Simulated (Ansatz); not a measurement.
## KF: band-structure calculation

System: KF (2 atoms in the cell).
Method: DFT, PBE, plane waves, PAW, no spin polarisation (Ansatz 0.2.0).

The structure was built on a prototype by a generator. The geometry comes from this level: r2SCAN (a point of a series of strains). It belongs to a series of runs on one base structure; here: biaxial_xy strain +1.5%. Figures and captions count atoms from 1; the log counts them from 0 in places.

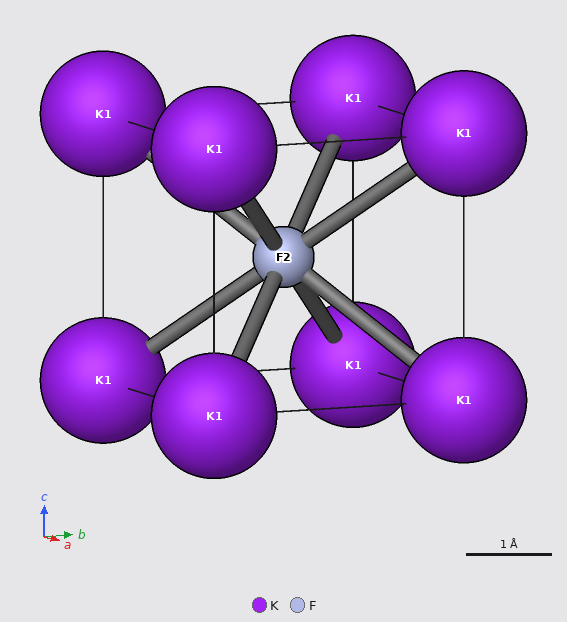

Fig. 1: The structure as given in the input (ball-and-stick view of the cell of the calculation, seen slightly off an axis; atoms are numbered from 1 in the order of the input). Near neighbours in the crystal (not all of them lie inside the picture): K has 8 F at 2.78 Å; F has 8 K at 2.78 Å.

Input
```yaml
crystal:
  lattice:
    - [3.2265538034, 0.0, 0.0]
    - [0.0, 3.2265538034, 0.0]
    - [0.0, 0.0, 3.1788707423]
  atoms:
    - { symbol: K, position: [0.0, 0.0, 0.0] }
    - { symbol: F, position: [0.5, 0.5, 0.5] }
kpoints:
  mp_grid: { grid: [8, 8, 8] }
  band_path:
    path: [[0.0, 0.0, 0.0], [0.0, 0.5, 0.0], [0.5, 0.5, 0.0], [0.5, 0.5, 0.5]]
    npoints: 1
hamiltonian:
  xc: pbe
scf:
  occupations: { method: fermi_dirac, width: 0.02 }
  n_extra_bands: 4
output:
  forces: true
  stress: true
  eigenvalues: true
  write_density: true
  write_potential: true
  elf: true
  volumetric_format: npy
```

Machine: 4 threads of an x86-64 CPU, shared host.

Command:
```bash
ansatz run input.yaml --threads 4 --pin off --max-ram 3686MiB --backend cpu --events-out ev --progress --plain --runs-dir out
```

Log
```
scf.n_extra_bands = 4 over 8 filled bands (N_el = 16.0): the run solves 12 bands
Engine: ansatz 0.2.0, x86_64-unknown-linux-gnu
Pseudopotentials: kind: paw
Pseudopotential: K, paw, valence charge 9, recommended cutoff 420 eV (normal), K.paw.azcp
Pseudopotential: F, paw, valence charge 7, recommended cutoff 420 eV (normal), F.paw.azcp
Functional definition: PBE
  parameter kappa = 0.804
  parameter beta = 0.06672455060314922
  exchange = pbe_x(kappa = kappa, mu = beta*pi^2/3)
  correlation = pbe_c(beta = beta)
Crystal: 2 atoms, lattice volume = 33.094 Å³
Basis set: ecut = 420 eV, 627 PW (Γ), exchange–correlation on 48×48×48 points (8 copies of the dense FFT grid, shifted against one another)
Bands: 12, of which v1, the nominal top of the filled ones, is band 8 counted from 1 (7 counted from 0)
Symmetry: 16 space group operations
Space group: P4/mmm (ITA 123), of the structure as read, at distance tolerance 3.2e-5 Å
k-points: 75 of 512
Non-local potential: K, projectors of the file, l = 0: 3, l = 1: 2, l = 2: 2
Non-local potential: F, projectors of the file, l = 0: 2, l = 1: 2, l = 2: 1
PAW form: soft (Blöchl's): semilocal exchange-correlation on the pseudo side does not see the compensation charge
PAW one-centre angular grid: K, 110 points (default); XC on 64 Gauss nodes
PAW one-centre angular grid: F, 110 points (default); XC on 64 Gauss nodes
Initial density: superposition of atomic densities (neutral atoms: chi_scale 0, normalization atom), corrected by the library's trained network
Initial wavefunctions: pseudopotential atomic-orbital guess
Functional: x = pbe(κ = 0.804, μ = 0.2195149727645171), c = pbe(β = 0.06672455060314922)
SCF iter   1: F=—  HF=-2348.588780 eV  |F-HF|=—  |Δ(HF+E_count)|=         —  Δρ=9.26e-4  dr2=3.23e-4  ethr=1.77e-3  ⟨swp⟩=6.5  Hψ=5983  notcnv=0
preconditioner: auto → none  [insulator: Δε(μ)=6.518 eV  Ē_g=17.852 eV  σ=0.020 eV  W_gap=1.00  n_scr=6 (ndim 8)  ℏωp=24.2 eV  f_vac=0.000  D(μ)=0.00/eV (n_scr^D=0)  ε∞_Penn≈2.8]
SCF iter   2: F=—  HF=-2348.588373 eV  |F-HF|=—  |Δ(HF+E_count)|=   4.07e-4  Δρ=5.04e-4  dr2=8.94e-5  ethr=2.02e-6  ⟨swp⟩=2.1  Hψ=2310  notcnv=0
SCF iter   3: F=—  HF=-2348.588247 eV  |F-HF|=—  |Δ(HF+E_count)|=   1.26e-4  Δρ=4.18e-4  dr2=2.38e-5  ethr=5.59e-7  ⟨swp⟩=2.0  Hψ=1588  notcnv=0
SCF iter   4: F=—  HF=-2348.588251 eV  |F-HF|=—  |Δ(HF+E_count)|=   3.35e-6  Δρ=2.30e-4  dr2=1.79e-5  ethr=1.49e-7  ⟨swp⟩=2.0  Hψ=1425  notcnv=0
SCF iter   5: F=—  HF=-2348.588251 eV  |F-HF|=—  |Δ(HF+E_count)|=   1.22e-7  Δρ=6.18e-5  dr2=1.43e-6  ethr=1.12e-7  ⟨swp⟩=2.2  Hψ=1215  notcnv=0
SCF iter   6: F=-2348.588251 eV  HF=-2348.588251 eV  |F-HF|=5.11e-8  |Δ(HF+E_count)|=   4.42e-7  Δρ=1.01e-5  dr2=3.66e-8  ethr=6.25e-10  ⟨swp⟩=5.1  Hψ=4732  notcnv=0
SCF 1 converged in 6 iterations: F = -2348.588251 eV  dr2 = 3.66e-8
  greatest PAW one-centre occupation: 0.987 electrons in one spin orbital (limit 2), on the K atom at site 0 (counted from 0), in its partial waves of l = 0
```

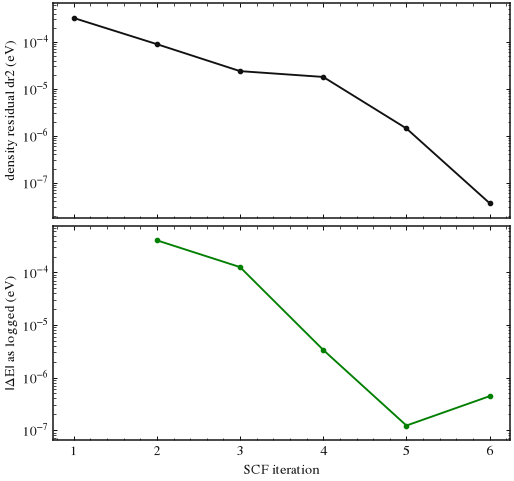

Fig. 2: Convergence of the self-consistent field: density residual dr2 and size of the energy change against the SCF iteration. The residual falls at every step.

```
NSCF: frozen V_eff on 4 k-points
SCF converged after 6 iterations
Free energy (F): -2348.588251 eV
Harris-Foulkes:  -2348.588251 eV  (|F-HF|=5.11e-8)
Internal energy: -2348.588251 eV  (E = F + TS)
E sigma→0 (E₀):  -2348.588251 eV
Fermi energy:    6.352342 eV
--- Per-component energies (eV) ---
  E_band       = -107.166106
  E_kinetic    = 462.288022
  E_local      = -997.220872  (includes V_loc(G=0)·N_el)
  E_nonlocal   = 85.924360
  E_hartree    = 352.846126
  E_xc         = -216.521426
  E_vxc        = -269.185526  (∫ρ·V_xc dr)
  E_paw        = -982.164702  (= ΣΔE_a)
  E_vpaw       = -94.670316  (= ΣTr[D̂ρ^β])
  E_aug_tail   = 0.002058  (compensation charges beyond the density's cutoff)
  E_ewald      = -1053.741817
  E_smearing   = -0.000000  (= −TS)
  E_closure    = 0.000000  (closes the sum)
  Σ components = -2348.588251   (vs F -2348.588251, Δ=0.00e0)
--- Forces (eV/Å), atoms counted from 1 ---
  atom   1  K      0.00000000     0.00000000     0.00000000
  atom   2  F     -0.00000000    -0.00000000     0.00000000
  max |Σ_I F_I| component: 3.16e-30 eV/Å
--- Stress (GPa, compression-positive) ---
        1.196625       0.000000       0.000000
        0.000000       1.196625       0.000000
        0.000000       0.000000       2.532748
  P = ⅓ Tr σ = 1.6420 GPa (16.420 kbar)
--- Band table (eV; the first three rows and the last of 75) ---
  k-point 0: bands = ["-23.8821", "-15.9080", "-6.8699", "-6.8699", "-6.8273", "2.9672", "2.9672", "3.0198", "9.6170", "11.3623", "11.3973", "16.8651"]
  k-point 1: bands = ["-23.8591", "-15.9125", "-6.9569", "-6.8501", "-6.8501", "2.7975", "2.9487", "2.9487", "10.0545", "11.4922", "11.7857", "16.6879"]
  k-point 2: bands = ["-23.8025", "-15.9247", "-7.2537", "-6.8019", "-6.8019", "2.3211", "2.9038", "2.9038", "11.1128", "11.8393", "12.7861", "16.1256"]
  k-point 74: bands = ["-23.4993", "-15.7293", "-7.5440", "-7.4659", "-7.4659", "1.9072", "1.9182", "1.9182", "13.5921", "13.5921", "13.7592", "18.4612"]
```

File bands.tsv
```
# k_distance	band_0	band_1	band_2	band_3	band_4	band_5	band_6	band_7	band_8	band_9	band_10	band_11
# fermi_ev = 6.352342
# lock_threshold_ev = 1e-6
# [0, 0, 0] at k_distance = 0.000000
# [0, 0.5, 0] at k_distance = 0.973668
# [0.5, 0.5, 0] at k_distance = 1.947336
# [0.5, 0.5, 0.5] at k_distance = 2.935609
# levels_relative_to = fermi_ev
# free_energy_ev = -2348.588251
# largest_residual_norms_ev = 6.941e-4 9.275e-4 1.502e-4 7.713e-4 9.719e-4 4.181e-4 6.189e-4 7.049e-4 9.373e-4 5.420e-4 9.760e-4 1.153e-3
0.000000	-30.234475	-22.260375	-13.222239	-13.222239	-13.179651	-3.385131	-3.385131	-3.332497	3.264622	5.009913	5.044934	10.512747
0.973668	-30.091407	-22.310545	-13.923978	-13.097519	-13.060350	-4.602844	-3.528645	-3.457937	6.021916	6.293620	7.966146	9.233198
1.947336	-29.975904	-22.176600	-14.060699	-14.060699	-12.975635	-3.944534	-3.944534	-3.292020	5.357106	5.765412	8.763694	8.763694
2.935609	-29.851624	-22.081605	-13.896293	-13.818247	-13.818247	-4.445120	-4.434132	-4.434132	7.239721	7.239721	7.406899	12.108890
```

File rho_z.tsv
```
# z_ang	rho[e/angstrom^3]
# format = ansatz-planar-average/11
# lattice	3.226553803	0.000000000	0.000000000
# lattice	0.000000000	3.226553803	0.000000000
# lattice	0.000000000	0.000000000	3.178870742
# sites	2
# site	19	0.000000000	0.000000000	0.000000000
# site	9	1.613276902	1.613276902	1.589435371
0.000000	6.799546e-1
0.132453	6.590307e-1
0.264906	5.957330e-1
0.397359	4.960825e-1
0.529812	3.818666e-1
0.662265	2.838040e-1
0.794718	2.272862e-1
0.927171	2.258973e-1
1.059624	2.910147e-1
1.192077	4.334953e-1
1.324529	6.290118e-1
1.456982	8.025086e-1
1.589435	8.718575e-1
1.721888	8.025086e-1
1.854341	6.290118e-1
1.986794	4.334953e-1
2.119247	2.910147e-1
2.251700	2.258973e-1
2.384153	2.272862e-1
2.516606	2.838040e-1
2.649059	3.818666e-1
2.781512	4.960825e-1
2.913965	5.957330e-1
3.046418	6.590307e-1
```

File v_z.tsv
```
# z_ang	v_es[eV]	v_tot[eV]
# format = ansatz-planar-average/11
# xc	pbe
# density_cutoff_ev	1680
# datasets	K=:simpson_from_first_knot:soft	F=:simpson_from_first_knot:soft
# lattice	3.226553803	0.000000000	0.000000000
# lattice	0.000000000	3.226553803	0.000000000
# lattice	0.000000000	0.000000000	3.178870742
# sites	2
# site	19	0.000000000	0.000000000	0.000000000
# site	9	1.613276902	1.613276902	1.589435371
0.000000	-2.178051e0	-1.263072e1
0.132453	-1.873177e0	-1.208679e1
0.264906	-9.533995e-1	-1.090275e1
0.397359	4.926880e-1	-9.151366e0
0.529812	2.336075e0	-6.861607e0
0.662265	4.256416e0	-4.551122e0
0.794718	5.985112e0	-2.500985e0
0.927171	6.862207e0	-1.587816e0
1.059624	6.480681e0	-2.108208e0
1.192077	5.631069e0	-3.279307e0
1.324529	4.787668e0	-4.337498e0
1.456982	4.215100e0	-5.044318e0
1.589435	4.032333e0	-5.390665e0
1.721888	4.215100e0	-5.044318e0
1.854341	4.787668e0	-4.337498e0
1.986794	5.631069e0	-3.279307e0
2.119247	6.480681e0	-2.108208e0
2.251700	6.862207e0	-1.587816e0
2.384153	5.985112e0	-2.500985e0
2.516606	4.256416e0	-4.551122e0
2.649059	2.336075e0	-6.861607e0
2.781512	4.926880e-1	-9.151366e0
2.913965	-9.533995e-1	-1.090275e1
3.046418	-1.873177e0	-1.208679e1
```

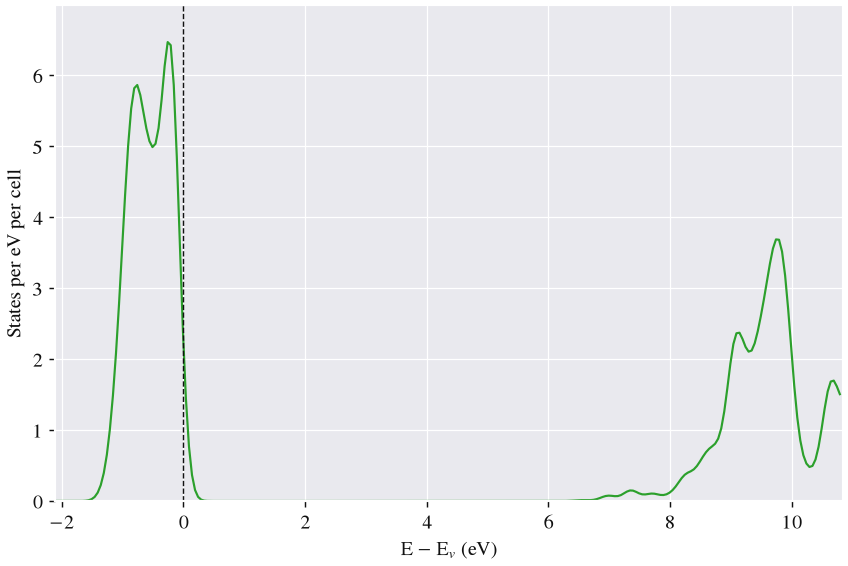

Fig. 3: Density of states (the curve is built from the levels of the k mesh with Gaussians 0.3 eV wide, which also blur the band edges), with energies from the valence-band top. There is a gap of 6.56 eV on the k-point mesh. Small ripples come from the finite k-point mesh.

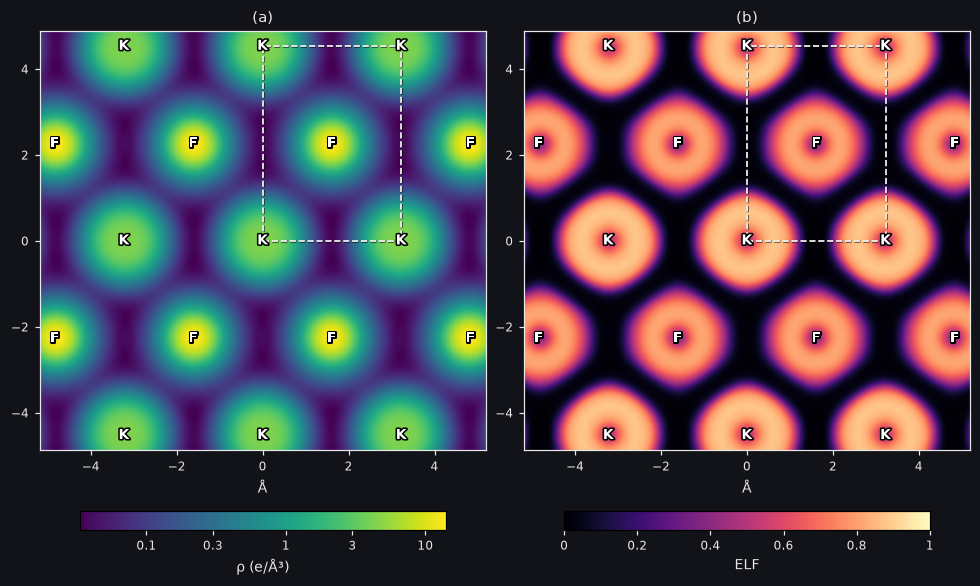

Fig. 4: (a) valence electron density; (b) electron localisation function on the (101) plane of the conventional cell. Atoms in the plane: K and F. Away from the nuclei the density in this plane falls to 0.03 e/Å³ at its lowest. The strong features right at K lie inside the PAW spheres (semicore, d or f shells) and say nothing about bonding. The fields are those of the smooth PAW valence density.

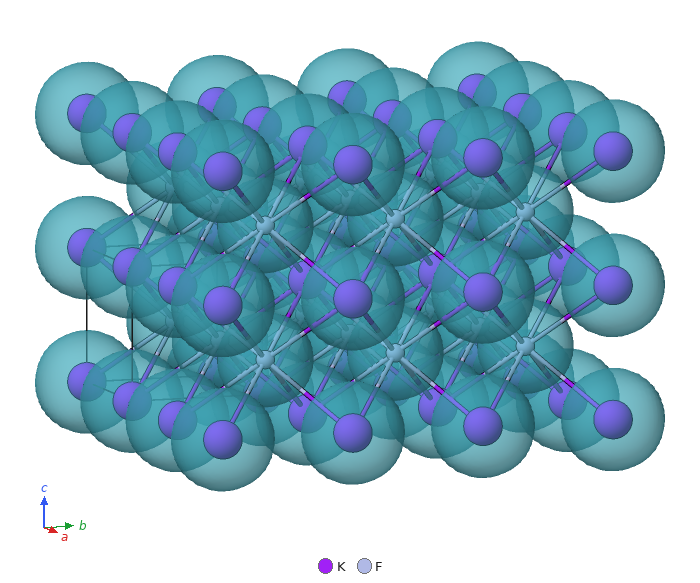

Fig. 5: Isosurface of the valence electron density at 0.15 e/Å³ (cyan), seen slightly off an axis. Sticks mark near contacts. The outline is the cell set on symmetry axes. At this value the density breaks into separate islands; it holds about 90 % of the electrons treated as valence (semicore included). It is pinched off along the K–F (2.78 Å) contacts. On the grid the lowest density along these lines, outside the cores, is 0.09 e/Å³ (K–F, 2.78 Å).

Summary

- outcome: converged
- space group (tolerance 0.01 Å): P4/mmm (123)
- electrons treated: 16
- free energy: −2348.5883 eV
- Fermi energy: 6.352 eV
- gap on the k-point mesh: 6.56 eV
- pressure: 1.64 GPa
- largest force (length of the vector): under 0.001 eV/Å
- wall time: 4.6 s (CPU time 4.9 s)
- peak memory: 0.32 GiB
